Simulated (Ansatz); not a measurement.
Cell and atoms:

```
Ge Sb Te
1.0
     4.24329    0.00000    0.00000
    -2.12164    3.67480    0.00000
     0.00000    0.00000   17.32353
Ge Sb Te
2 2 5
Direct
  0.33333 0.66667 0.90101
  0.66667 0.33333 0.09899
  0.00000 0.00000 0.68818
  0.00000 0.00000 0.31182
  0.00000 0.00000 0.00000
  0.66667 0.33333 0.80529
  0.33333 0.66667 0.19471
  0.33333 0.66667 0.59000
  0.66667 0.33333 0.41000
```

Interpret the file: composition, symmetry and coordination.

The solid is Ge₂Sb₂Te₅. The symmetry is that of P-3m1 (No. 164), on a primitive hexagonal lattice. In the cell are 2 Ge, 2 Sb, 5 Te, which makes 1 formula unit. Each Ge is bonded to six Te in an octahedral arrangement at 2.96 to 2.99 Å. The Sb atoms are each bonded to six Te in a distorted octahedral arrangement at 2.98 to 3.18 Å. Te takes three kinds of site: 1a with six Ge in an octahedral arrangement at 2.99 Å; 2d with three Ge and three Sb in a distorted octahedral arrangement (2.96 Å to Ge, 3.18 Å to Sb); 2d with three Sb in a trigonal pyramidal arrangement at 2.98 Å. The bonds build Ge2Sb2Te5 layers parallel to (001).

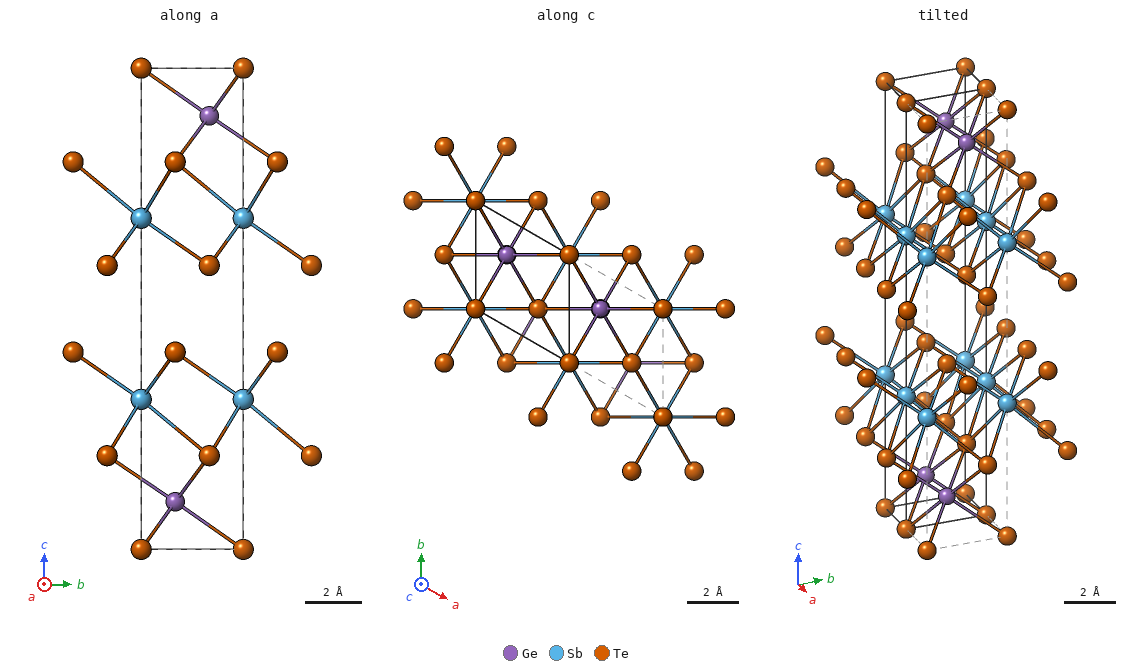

The crystal in a ball-and-stick representation, seen along the a axis, along the c axis and slightly off an axis. 2×1×1 cells are drawn; the solid outline is the conventional unit cell. A few atoms beyond the faces are included.

It goes back to a structure listed in the Materials Project. Earlier steps of the study, as a rule a relaxation of our own, may have changed the cell and positions, so they can lie some per cent off the listed ones. Ansatz was used for an electronic-structure calculation on it.
